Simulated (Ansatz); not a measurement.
## Band-structure calculation, with input and output: SnS₂

SnS₂ (3 atoms in the cell), computed with DFT, PBE, plane waves, PAW, no spin polarisation (Ansatz 0.2.0).

The structure was built on a prototype by a generator. The geometry comes from this level: r2scan-rvv10 (a point of a series of strains). It belongs to a series of runs on one base structure; here: uniaxial_z strain +0.5%. Figures and captions count atoms from 1; the log counts them from 0 in places.

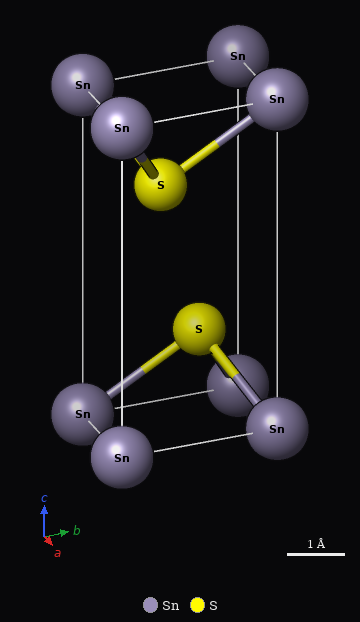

The structure (ball-and-stick view of the cell of the calculation, seen slightly off an axis).

Summary:

| quantity | value |
| --- | --- |
| outcome | converged |
| space group (tolerance 0.01 Å) | P-3m1 (164) |
| electrons treated | 26 |
| free energy | −7829.4344 eV |
| Fermi energy | 6.912 eV |
| gap on the k-point mesh | 1.51 eV |
| pressure | 2.99 GPa |
| largest force (length of the vector) | 0.218 eV/Å |
| hardware | 4 threads of Intel Xeon @ 2.70GHz, 189 GiB of memory available, shared host |
| wall time | 1.9 s (CPU time 5.9 s) |
| peak memory | 0.43 GiB |

Input:
```yaml
crystal:
  lattice:
    - [3.6607548086, 0.0, 0.0]
    - [-1.8303774043, 3.1703066613, 0.0]
    - [0.0, 0.0, 5.9915897883]
  atoms:
    - { symbol: Sn, position: [0.0, 0.0, 0.0] }
    - { symbol: S, position: [0.3333333333, 0.6666666667, 0.2445303665] }
    - { symbol: S, position: [0.6666666667, 0.3333333333, 0.7554696335] }
kpoints:
  mp_grid: { grid: [12, 12, 4] }
  band_path:
    path:
      - [0.0, 0.0, 0.0]
      - [0.5, 0.0, 0.0]
      - [0.3333333333, 0.3333333333, 0.0]
      - [0.0, 0.0, 0.5]
      - [0.5, 0.0, 0.5]
      - [0.3333333333, 0.3333333333, 0.5]
      - [0.0, -0.5, 0.25]
      - [-0.088542, 0.177083, 0.0]
      - [0.0, 0.463542, 0.325521]
    npoints: 1
hamiltonian:
  xc: pbe
scf:
  occupations: { method: fermi_dirac, width: 0.02 }
  n_extra_bands: 4
output:
  forces: true
  stress: true
  eigenvalues: true
  write_density: true
  write_potential: true
  elf: true
  volumetric_format: npy
```

Run as:
```bash
ansatz run input.yaml --threads 4 --pin off --max-ram 4608MiB --backend cpu --events-out ev --progress --plain --runs-dir out
```

The program's output:
```
scf.n_extra_bands = 4 over 13 filled bands (N_el = 26.0): the run solves 17 bands
Engine: ansatz 0.2.0, x86_64-unknown-linux-gnu
Pseudopotentials: kind: paw
Pseudopotential: Sn, paw, valence charge 14, recommended cutoff 420 eV (normal), Sn.paw.azcp
Pseudopotential: S, paw, valence charge 6, recommended cutoff 420 eV (normal), S.paw.azcp
Functional definition: PBE
  parameter kappa = 0.804
  parameter beta = 0.06672455060314922
  exchange = pbe_x(kappa = kappa, mu = beta*pi^2/3)
  correlation = pbe_c(beta = beta)
Crystal: 3 atoms, lattice volume = 69.537 Å³
Basis set: ecut = 420 eV, 1353 PW (Γ), exchange–correlation on 50×50×90 points (8 copies of the dense FFT grid, shifted against one another)
Bands: 17, of which v1, the nominal top of the filled ones, is band 13 counted from 1 (12 counted from 0)
Symmetry: 12 space group operations
Space group: P-3m1 (ITA 164), of the structure as read, at distance tolerance 4.1e-5 Å
k-points: 69 of 576
Non-local potential: Sn, projectors of the file, l = 0: 2, l = 1: 2, l = 2: 2, l = 3: 2
Non-local potential: S, projectors of the file, l = 0: 2, l = 1: 2, l = 2: 2
PAW form: soft (Blöchl's): semilocal exchange-correlation on the pseudo side does not see the compensation charge
PAW one-centre angular grid: Sn, 590 points (default); XC on 64 Gauss nodes
PAW one-centre angular grid: S, 110 points (default); XC on 64 Gauss nodes
Initial density: superposition of atomic densities (neutral atoms: chi_scale 0, normalization atom), corrected by the library's trained network
Initial wavefunctions: pseudopotential atomic-orbital guess
Functional: x = pbe(κ = 0.804, μ = 0.2195149727645171), c = pbe(β = 0.06672455060314922)
SCF iter   1: F=—  HF=-7829.434842 eV  |F-HF|=—  |Δ(HF+E_count)|=         —  Δρ=1.12e-3  dr2=4.52e-4  ethr=1.77e-3  ⟨swp⟩=6.5  Hψ=7075  notcnv=0
preconditioner: auto → Resta (q_TF=auto, 2.316 Å⁻¹)  ε∞=3.0  [insulator: Δε(μ)=1.512 eV  Ē_g=16.077 eV  σ=0.020 eV  W_gap=1.00  n_scr=22 (ndim 8)  ℏωp=22.7 eV  f_vac=0.029  D(μ)=0.00/eV (n_scr^D=0)  ε∞_Penn≈3.0]
SCF iter   2: F=—  HF=-7829.434230 eV  |F-HF|=—  |Δ(HF+E_count)|=   6.12e-4  Δρ=6.17e-4  dr2=2.19e-4  ethr=1.74e-6  ⟨swp⟩=2.0  Hψ=2681  notcnv=0
SCF iter   3: F=—  HF=-7829.434413 eV  |F-HF|=—  |Δ(HF+E_count)|=   1.82e-4  Δρ=3.69e-4  dr2=7.89e-5  ethr=8.41e-7  ⟨swp⟩=2.0  Hψ=2304  notcnv=0
SCF iter   4: F=—  HF=-7829.434425 eV  |F-HF|=—  |Δ(HF+E_count)|=   1.27e-5  Δρ=1.53e-4  dr2=1.35e-5  ethr=3.03e-7  ⟨swp⟩=2.5  Hψ=1740  notcnv=0
SCF iter   5: F=—  HF=-7829.434420 eV  |F-HF|=—  |Δ(HF+E_count)|=   5.44e-6  Δρ=1.29e-5  dr2=2.52e-7  ethr=5.19e-8  ⟨swp⟩=2.0  Hψ=2070  notcnv=0
SCF iter   6: F=-7829.434420 eV  HF=-7829.434420 eV  |F-HF|=9.36e-8  |Δ(HF+E_count)|=   6.38e-8  Δρ=1.28e-5  dr2=9.79e-8  ethr=3.85e-10  ⟨swp⟩=10.0  Hψ=8638  notcnv=0
SCF 1 converged in 6 iterations: F = -7829.434420 eV  dr2 = 9.79e-8
  greatest PAW one-centre occupation: 0.993 electrons in one spin orbital (limit 2), on the Sn atom at site 0 (counted from 0), in its partial waves of l = 2
NSCF: frozen V_eff on 9 k-points
SCF converged after 6 iterations
Free energy (F): -7829.434420 eV
Harris-Foulkes:  -7829.434420 eV  (|F-HF|=9.36e-8)
Internal energy: -7829.434420 eV  (E = F + TS)
E sigma→0 (E₀):  -7829.434420 eV
Fermi energy:    6.912352 eV
--- Per-component energies (eV) ---
  E_band       = -126.634932
  E_kinetic    = 401.033593
  E_local      = -1649.976328  (includes V_loc(G=0)·N_el)
  E_nonlocal   = 27.061244
  E_hartree    = 869.664390
  E_xc         = -574.881044
  E_vxc        = -268.986027  (∫ρ·V_xc dr)
  E_paw        = -5343.357120  (= ΣΔE_a)
  E_vpaw       = -375.103626  (= ΣTr[D̂ρ^β])
  E_aug_tail   = 0.000003  (compensation charges beyond the density's cutoff)
  E_ewald      = -1558.979158
  E_smearing   = -0.000000  (= −TS)
  E_closure    = 0.000000  (closes the sum)
  Σ components = -7829.434420   (vs F -7829.434420, Δ=0.00e0)
--- Forces (eV/Å), atoms counted from 1 ---
  atom   1  Sn     0.00000000    -0.00000000     0.00000000
  atom   2  S      0.00000000     0.00000000     0.21770636
  atom   3  S     -0.00000000    -0.00000000    -0.21770636
  max |Σ_I F_I| component: 1.85e-17 eV/Å
--- Stress (GPa, compression-positive) ---
        2.978842      -0.000000       0.000000
       -0.000000       2.978842       0.000000
        0.000000       0.000000       3.024938
  P = ⅓ Tr σ = 2.9942 GPa (29.942 kbar)
--- Band table (eV; the first three rows and the last of 69) ---
  k-point 0: bands = ["-14.7308", "-14.7308", "-14.6887", "-14.6622", "-14.6622", "-7.5434", "-5.5356", "0.7034", "5.5443", "5.5443", "5.8442", "5.8442", "6.1401", "8.1156", "9.8333", "11.5856", "11.5856"]
  k-point 1: bands = ["-14.7308", "-14.7308", "-14.6886", "-14.6622", "-14.6622", "-7.4800", "-5.6809", "1.1032", "5.2379", "5.5061", "5.5061", "5.9021", "5.9021", "8.7460", "9.8670", "11.4777", "11.4777"]
  k-point 2: bands = ["-14.7308", "-14.7308", "-14.6885", "-14.6622", "-14.6622", "-7.4076", "-5.8303", "1.6188", "4.4197", "5.4767", "5.4767", "5.9514", "5.9514", "9.1792", "9.8951", "11.3753", "11.3753"]
  k-point 68: bands = ["-14.7535", "-14.7535", "-14.6619", "-14.6619", "-14.6380", "-5.0897", "-5.0897", "-0.8839", "2.2211", "2.2211", "2.7043", "5.8167", "5.8167", "9.2012", "11.6498", "11.6498", "13.3367"]
```

File bands.tsv:
```
# k_distance	band_0	band_1	band_2	band_3	band_4	band_5	band_6	band_7	band_8	band_9	band_10	band_11	band_12	band_13	band_14	band_15	band_16
# fermi_ev = 6.912352
# lock_threshold_ev = 1e-6
# [0, 0, 0] at k_distance = 0.000000
# [0.5, 0, 0] at k_distance = 0.990943
# [0.3333333333, 0.3333333333, 0] at k_distance = 1.563064
# [0, 0, 0.5] at k_distance = 2.821720
# [0.5, 0, 0.5] at k_distance = 3.812663
# [0.3333333333, 0.3333333333, 0.5] at k_distance = 4.384784
# [0, -0.5, 0.25] at k_distance = 6.464189
# [-0.088542, 0.177083, 0] at k_distance = 7.754440
# [0, 0.463542, 0.325521] at k_distance = 8.508935
# levels_relative_to = fermi_ev
# free_energy_ev = -7829.434420
# largest_residual_norms_ev = 2.256e-4 2.140e-4 1.961e-4 9.437e-4 1.008e-3 1.792e-3 1.321e-3 2.035e-3 1.548e-3 2.189e-3 1.669e-3 1.020e-3 1.042e-3 1.605e-3 1.226e-3 1.822e-3 1.636e-3
0.000000	-21.643193	-21.643193	-21.601037	-21.574543	-21.574543	-14.455800	-12.447979	-6.208910	-1.368041	-1.368041	-1.068137	-1.068137	-0.772296	1.203230	2.920928	4.673272	4.673272
0.990943	-21.721137	-21.612015	-21.610649	-21.544434	-21.540886	-12.566882	-11.925313	-7.545476	-5.062154	-3.317215	-3.236307	-1.630671	-1.023667	0.953749	3.776634	5.313579	5.479906
1.563064	-21.665707	-21.665707	-21.574209	-21.574209	-21.550529	-12.016755	-12.016755	-7.858996	-4.268988	-4.268988	-3.904390	-1.986682	-1.986682	1.424027	6.210887	6.210887	6.954068
2.821720	-21.643184	-21.643184	-21.600878	-21.574559	-21.574559	-14.319943	-12.742693	-5.293557	-2.492660	-1.435663	-1.435663	-0.960922	-0.960922	2.266889	2.982718	4.462982	4.462982
3.812663	-21.721356	-21.612094	-21.610696	-21.544293	-21.540887	-12.487446	-11.981945	-7.675870	-5.430959	-3.109770	-2.528210	-1.397363	-1.302863	0.768643	3.998382	4.902662	5.654635
4.384784	-21.665838	-21.665838	-21.574214	-21.574214	-21.550398	-12.002014	-12.002014	-7.796228	-4.691284	-4.691284	-4.208089	-1.095641	-1.095641	2.288884	4.737434	4.737434	6.424322
6.464189	-21.721247	-21.612054	-21.610672	-21.544359	-21.540885	-12.529550	-11.951165	-7.613468	-5.258466	-3.176468	-2.981961	-1.385973	-1.161843	0.749816	3.876085	5.530891	5.805114
7.754440	-21.656266	-21.632227	-21.590800	-21.582960	-21.572873	-14.196794	-12.273584	-6.180820	-2.841786	-2.546384	-1.332622	-1.201122	-0.758610	2.131543	3.956425	4.307167	5.201918
8.508935	-21.720194	-21.611683	-21.610707	-21.545059	-21.541740	-12.569072	-11.948640	-7.619749	-5.266219	-3.129119	-2.760983	-1.421369	-1.225509	0.696074	3.982260	5.467905	5.722390
```

File rho_z.tsv:
```
# z_ang	rho[e/angstrom^3]
# format = ansatz-planar-average/11
# lattice	3.660754809	0.000000000	0.000000000
# lattice	-1.830377404	3.170306661	0.000000000
# lattice	0.000000000	0.000000000	5.991589788
# sites	3
# site	50	0.000000000	0.000000000	0.000000000
# site	16	0.000000000	2.113537774	1.465125647
# site	16	1.830377404	1.056768887	4.526464141
0.000000	1.157836e0
0.133146	1.086037e0
0.266293	9.066966e-1
0.399439	6.998173e-1
0.532586	5.346329e-1
0.665732	4.380216e-1
0.798879	3.993902e-1
0.932025	3.916771e-1
1.065172	3.894309e-1
1.198318	3.791376e-1
1.331464	3.612997e-1
1.464611	3.438074e-1
1.597757	3.311371e-1
1.730904	3.184774e-1
1.864050	2.959934e-1
1.997197	2.582457e-1
2.130343	2.090388e-1
2.263489	1.579773e-1
2.396636	1.137656e-1
2.529782	8.039279e-2
2.662929	5.767809e-2
2.796075	4.386714e-2
2.929222	3.738614e-2
3.062368	3.738614e-2
3.195515	4.386714e-2
3.328661	5.767809e-2
3.461807	8.039279e-2
3.594954	1.137656e-1
3.728100	1.579773e-1
3.861247	2.090388e-1
3.994393	2.582457e-1
4.127540	2.959934e-1
4.260686	3.184774e-1
4.393833	3.311371e-1
4.526979	3.438074e-1
4.660125	3.612997e-1
4.793272	3.791376e-1
4.926418	3.894309e-1
5.059565	3.916771e-1
5.192711	3.993902e-1
5.325858	4.380216e-1
5.459004	5.346329e-1
5.592150	6.998173e-1
5.725297	9.066966e-1
5.858443	1.086037e0
```

File v_z.tsv:
```
# z_ang	v_es[eV]	v_tot[eV]
# format = ansatz-planar-average/11
# xc	pbe
# density_cutoff_ev	1680
# datasets	Sn=:simpson_from_first_knot:soft	S=:simpson_from_first_knot:soft
# lattice	3.660754809	0.000000000	0.000000000
# lattice	-1.830377404	3.170306661	0.000000000
# lattice	0.000000000	0.000000000	5.991589788
# sites	3
# site	50	0.000000000	0.000000000	0.000000000
# site	16	0.000000000	2.113537774	1.465125647
# site	16	1.830377404	1.056768887	4.526464141
0.000000	5.243354e0	-7.835998e0
0.133146	4.928144e0	-8.023891e0
0.266293	4.115814e0	-8.486972e0
0.399439	3.129506e0	-8.996155e0
0.532586	2.313606e0	-9.329564e0
0.665732	1.770629e0	-9.494385e0
0.798879	1.410439e0	-9.633557e0
0.932025	1.194767e0	-9.769588e0
1.065172	1.114289e0	-9.894388e0
1.198318	1.154920e0	-9.957500e0
1.331464	1.353204e0	-9.787799e0
1.464611	1.705126e0	-9.287972e0
1.597757	2.214327e0	-8.418354e0
1.730904	2.974402e0	-7.116143e0
1.864050	4.144967e0	-5.305715e0
1.997197	5.810558e0	-2.999872e0
2.130343	7.727413e0	-4.345860e-1
2.263489	9.419871e0	1.957408e0
2.396636	1.058608e1	3.821956e0
2.529782	1.130568e1	5.198162e0
2.662929	1.175755e1	6.224532e0
2.796075	1.202170e1	6.907276e0
2.929222	1.214344e1	7.245365e0
3.062368	1.214344e1	7.245365e0
3.195515	1.202170e1	6.907276e0
3.328661	1.175755e1	6.224532e0
3.461807	1.130568e1	5.198162e0
3.594954	1.058608e1	3.821956e0
3.728100	9.419871e0	1.957408e0
3.861247	7.727413e0	-4.345860e-1
3.994393	5.810558e0	-2.999872e0
4.127540	4.144967e0	-5.305715e0
4.260686	2.974402e0	-7.116143e0
4.393833	2.214327e0	-8.418354e0
4.526979	1.705126e0	-9.287972e0
4.660125	1.353204e0	-9.787799e0
4.793272	1.154920e0	-9.957500e0
4.926418	1.114289e0	-9.894388e0
5.059565	1.194767e0	-9.769588e0
5.192711	1.410439e0	-9.633557e0
5.325858	1.770629e0	-9.494385e0
5.459004	2.313606e0	-9.329564e0
5.592150	3.129506e0	-8.996155e0
5.725297	4.115814e0	-8.486972e0
5.858443	4.928144e0	-8.023891e0
```

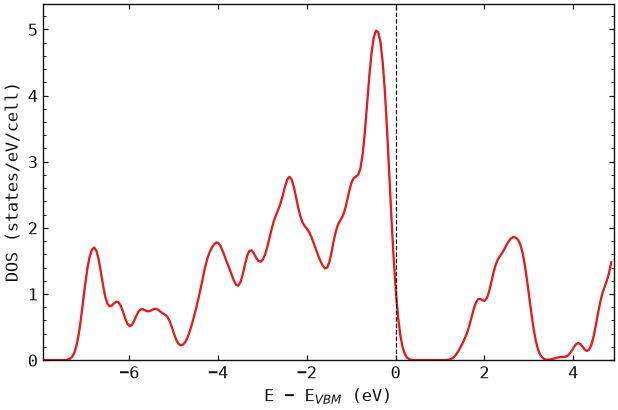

Density of states (the curve is built from the levels of the k mesh with Gaussians 0.3 eV wide, which also blur the band edges), with energies from the valence-band top. There is a gap of 1.51 eV on the k-point mesh. Small ripples come from the finite k-point mesh.

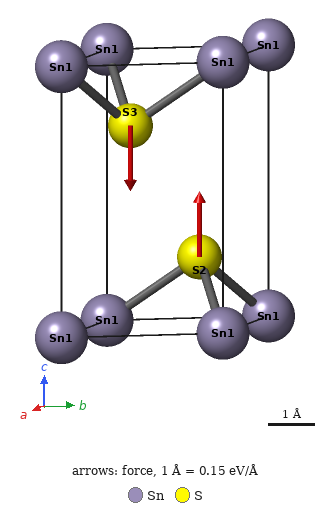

Forces on the atoms as red arrows (ball-and-stick view of the cell of the calculation, seen slightly off an axis; atoms are numbered from 1 in the order of the input). The largest act on S2, S3 (0.22 eV/Å). The geometry is not a stationary point of this energy.

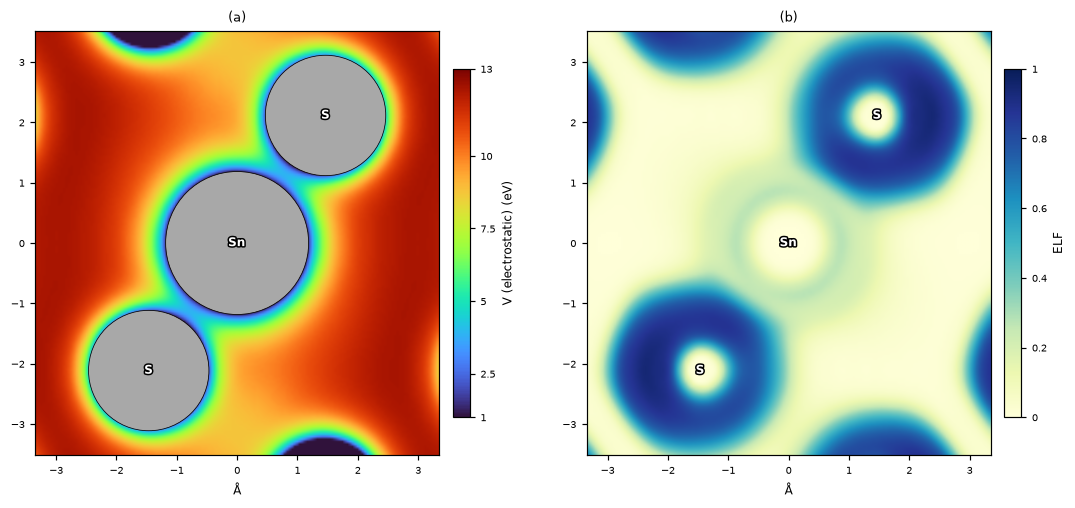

(a) electrostatic potential (local pseudopotential plus Hartree) felt by an electron; (b) ELF on the (110) plane of the conventional cell. Grey discs, where drawn, cover atomic cores. Atoms in the plane: Sn and S. Sn–S (2.57 Å): the ELF is about 0.55 at the midpoint. Outside the cores the potential energy rises away from the atoms and is highest about 1.9 Å from the nearest atoms; outside the discs it spans about 11 eV, and its zero is arbitrary. In a PAW calculation such maps are meaningful between the atoms, not at the nuclei.
